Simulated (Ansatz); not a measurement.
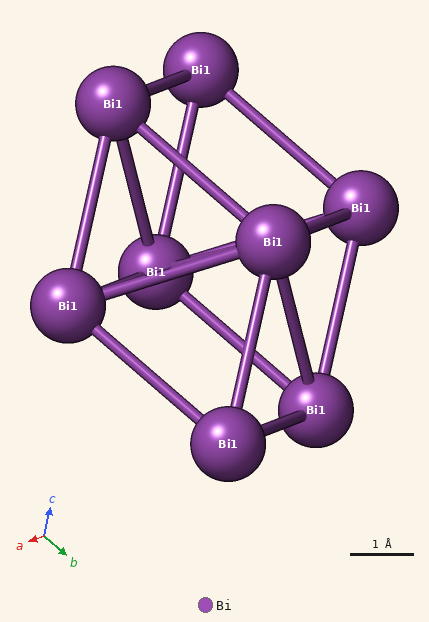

*The input geometry (ball-and-stick view of the cell of the calculation, seen slightly off an axis; atoms are numbered from 1 in the order of the input).*

Single-point calculation of Bi

System: Bi (1 atom in the cell).
Method: DFT PBE+D3(BJ), scalar-relativistic, plane waves, PAW, no spin polarisation (Ansatz 0.2.0).

The structure derives from a Materials Project entry. Figures and captions count atoms from 1; the log counts them from 0 in places.

### The input
```yaml
crystal:
  lattice:
    - [-1.7144949006, 1.7144949006, 2.4911610906]
    - [1.7144949006, -1.7144949006, 2.4911610906]
    - [1.7144949006, 1.7144949006, -2.4911610906]
  atoms:
    - { symbol: Bi, position: [0.0, 0.0, 0.0] }
basis:
  ecutwfc: 420
kpoints:
  mp_grid: { grid: [18, 18, 18] }
hamiltonian:
  xc: pbe
  dispersion: d3bj
scf:
  occupations: { method: gaussian, width: 0.15 }
output:
  forces: true
  stress: true
  eigenvalues: true
  write_density: true
  write_potential: true
  elf: true
  volumetric_format: npy
```

Hardware: 1 thread of Intel Xeon (Granite Rapids), 10 GiB of memory available, shared host.

Run as:
```bash
ansatz run input.yaml --threads 1 --pin off --max-ram 2048MiB --backend cpu --events-out ev --progress --plain --runs-dir out
```

### The program's output
```
Engine: ansatz 0.2.0, x86_64-unknown-linux-gnu
Pseudopotentials: kind: paw
Pseudopotential: Bi, paw, valence charge 15, recommended cutoff 420 eV (normal), Bi.paw.azcp
Functional definition: PBE
  parameter kappa = 0.804
  parameter beta = 0.06672455060314922
  exchange = pbe_x(kappa = kappa, mu = beta*pi^2/3)
  correlation = pbe_c(beta = beta)
Crystal: 1 atoms, lattice volume = 29.291 Å³
Basis set: ecut = 420 eV, 553 PW (Γ), exchange–correlation on 48×48×48 points (8 copies of the dense FFT grid, shifted against one another)
Bands: 12, of which v1, the nominal top of the filled ones, is band 8 counted from 1 (7 counted from 0)
Symmetry: 16 space group operations
Space group: I4/mmm (ITA 139), of the structure as read, at distance tolerance 3.1e-5 Å
k-points: 480 of 5832
Non-local potential: Bi, projectors of the file, l = 0: 2, l = 1: 2, l = 2: 2, l = 3: 2
PAW form: soft (Blöchl's): semilocal exchange-correlation on the pseudo side does not see the compensation charge
PAW one-centre angular grid: Bi, 590 points (default); XC on 64 Gauss nodes
Initial density: superposition of atomic densities (neutral atoms: chi_scale 0, normalization atom), corrected by the library's trained network
Initial wavefunctions: pseudopotential atomic-orbital guess
Functional: x = pbe(κ = 0.804, μ = 0.2195149727645171), c = pbe(β = 0.06672455060314922)
SCF iter   1: F=—  HF=-12396.872957 eV  |F-HF|=—  |Δ(HF+E_count)|=         —  Δρ=1.02e-3  dr2=2.07e-4  ethr=1.77e-3  ⟨swp⟩=5.0  Hψ=32274  notcnv=0
preconditioner: auto → none  [metal: Δε(μ)=0.003 eV  Ē_g=24.522 eV  σ=0.150 eV  W_gap=0.01  n_scr=8 (ndim 8)  ℏωp=26.6 eV  f_vac=0.000  D(μ)=0.70/eV (n_scr^D=0)  sad-step TF]
SCF iter   2: F=—  HF=-12396.872441 eV  |F-HF|=—  |Δ(HF+E_count)|=   5.16e-4  Δρ=4.80e-4  dr2=5.03e-5  ethr=1.38e-6  ⟨swp⟩=2.6  Hψ=13651  notcnv=0
SCF iter   3: F=—  HF=-12396.872468 eV  |F-HF|=—  |Δ(HF+E_count)|=   2.69e-5  Δρ=1.98e-4  dr2=7.84e-6  ethr=3.35e-7  ⟨swp⟩=2.5  Hψ=6862  notcnv=0
SCF iter   4: F=—  HF=-12396.872472 eV  |F-HF|=—  |Δ(HF+E_count)|=   4.04e-6  Δρ=4.09e-5  dr2=3.94e-7  ethr=5.23e-8  ⟨swp⟩=2.8  Hψ=8871  notcnv=0
iter 5 did not close the SCF: its close was put off for the readings that it lacked (scf_convergence_deferred on its scf_iter line)
SCF iter   5: F=-12396.872472 eV  HF=-12396.872472 eV  |F-HF|=6.15e-10  |Δ(HF+E_count)|=   1.35e-7  Δρ=4.18e-6  dr2=1.98e-9  ethr=2.63e-9  ⟨swp⟩=2.0  Hψ=9122  notcnv=0
SCF iter   6: F=-12396.872472 eV  HF=-12396.872472 eV  |F-HF|=1.64e-11  |Δ(HF+E_count)|=   1.08e-9  Δρ=3.66e-7  dr2=2.02e-11  ethr=1.32e-11  ⟨swp⟩=7.5  Hψ=35673  notcnv=0
SCF 1 converged in 6 iterations: F = -12396.872472 eV  dr2 = 2.02e-11
  greatest PAW one-centre occupation: 0.988 electrons in one spin orbital (limit 2), on the Bi atom at site 0 (counted from 0), in its partial waves of l = 2
```

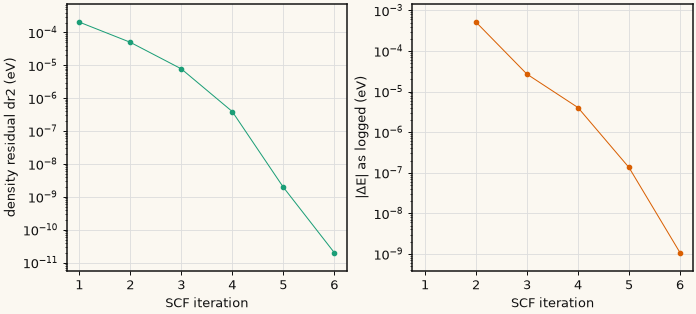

*Convergence of the self-consistent field: density residual dr2 and size of the energy change against the SCF iteration.*

The residual falls at every step.

```
SCF converged after 6 iterations
Free energy (F): -12396.872472 eV
Harris-Foulkes:  -12396.872472 eV  (|F-HF|=1.64e-11)
Internal energy: -12396.864556 eV  (E = F + TS)
E sigma→0 (E₀):  -12396.868514 eV
Entropy (-TS):   -0.007916 eV (-7.916 meV/atom)
Fermi energy:    12.882021 eV
--- Per-component energies (eV) ---
  E_band       = -67.958910
  E_kinetic    = 302.997608
  E_local      = -1353.175954  (includes V_loc(G=0)·N_el)
  E_nonlocal   = 560.078350
  E_hartree    = 426.538905
  E_xc         = -151.971905
  E_vxc        = -145.141700  (∫ρ·V_xc dr)
  E_paw        = -10662.949950  (= ΣΔE_a)
  E_vpaw       = -285.794713  (= ΣTr[D̂ρ^β])
  E_aug_tail   = -0.000436  (compensation charges beyond the density's cutoff)
  E_ewald      = -1517.842856
  E_disp       = -0.538319  (pairwise vdW)
  E_smearing   = -0.007916  (= −TS)
  E_closure    = 0.000000  (closes the sum)
  Σ components = -12396.872472   (vs F -12396.872472, Δ=0.00e0)
--- Forces (eV/Å), atoms counted from 1 ---
  atom   1  Bi    -0.00000000    -0.00000000    -0.00000000
  max |Σ_I F_I| component: 1.23e-32 eV/Å
--- Stress (GPa, compression-positive) ---
        1.958626      -0.000000      -0.000000
       -0.000000       1.958626       0.000000
       -0.000000      -0.000000       2.151842
  P = ⅓ Tr σ = 2.0230 GPa (20.230 kbar)
--- Band table (eV; the first three rows and the last of 480) ---
  k-point 0: bands = ["-10.3209", "-10.3012", "-10.3012", "-10.2326", "-10.2083", "-1.1855", "18.2101", "18.2101", "18.2257", "21.8646", "22.4410", "23.9107"]
  k-point 1: bands = ["-10.3144", "-10.3041", "-10.2958", "-10.2313", "-10.2101", "-1.1074", "17.6484", "17.8767", "17.9098", "21.4592", "23.0815", "24.3452"]
  k-point 2: bands = ["-10.3127", "-10.2955", "-10.2804", "-10.2316", "-10.2112", "-0.8740", "16.4765", "17.0974", "17.1641", "20.7372", "23.5022", "24.9858"]
  k-point 479: bands = ["-10.4082", "-10.3362", "-10.1364", "-10.1119", "-10.1119", "3.0735", "7.9134", "13.4287", "13.4287", "17.1418", "18.3270", "30.2324"]
```

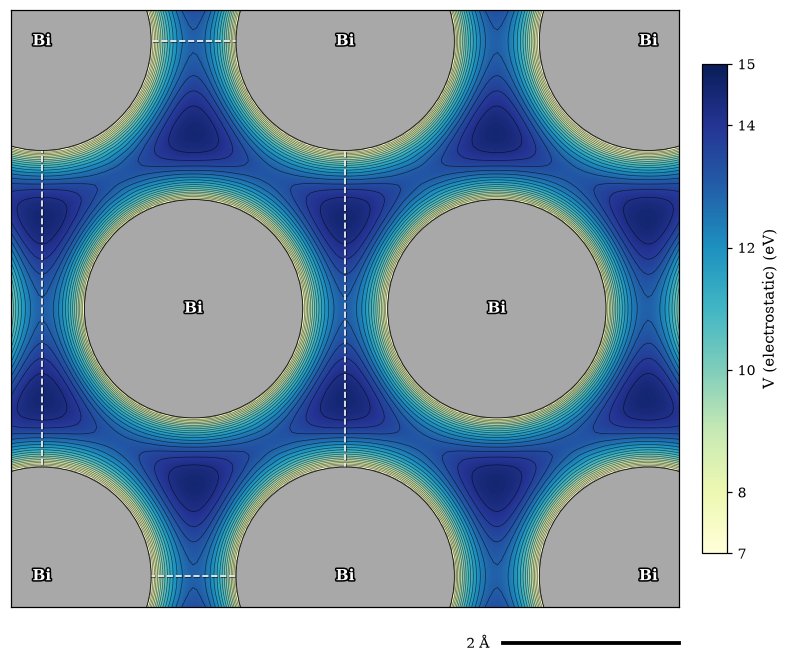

*Electrostatic potential energy of an electron on the (011̄) plane of the conventional cell. Grey discs, where drawn, cover atomic cores.*

The plane passes through Bi nuclei. Outside the cores the potential energy rises away from the atoms and is highest about 2.0 Å from the nearest atoms; outside the discs it spans about 7 eV, and its zero is arbitrary. The fields are those of the smooth PAW valence density.

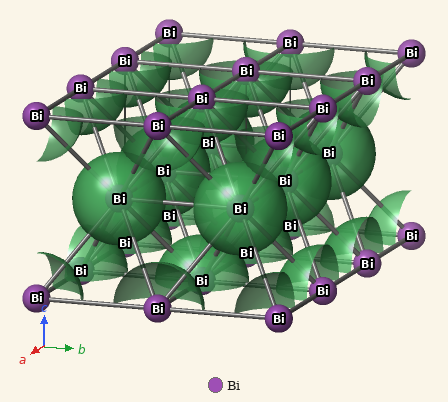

*Isosurface of the valence pseudo-density at 0.3 e/Å³ (green), seen slightly off an axis. Sticks mark near contacts. The outline is the cell set on symmetry axes.*

At this value the density breaks into separate islands; it holds about 80 % of the electrons treated as valence (semicore included). It is pinched off along the Bi–Bi (3.43 Å) and Bi–Bi (3.48 Å) contacts. On the grid the lowest density along these lines, outside the cores, is 0.15 e/Å³ (Bi–Bi, 3.43 Å) and 0.14 e/Å³ (Bi–Bi, 3.48 Å).

### Summary

- outcome: converged
- space group (tolerance 0.01 Å): I4/mmm (139)
- electrons treated: 15
- free energy: −12396.8725 eV
- Fermi energy: 12.882 eV
- gap on the k-point mesh: none (metallic)
- pressure: 2.02 GPa
- largest force (length of the vector): under 0.001 eV/Å
- wall time: 6.1 s
- peak memory: 0.46 GiB

### Notes

Spin–orbit coupling is left out, which matters for Bi.
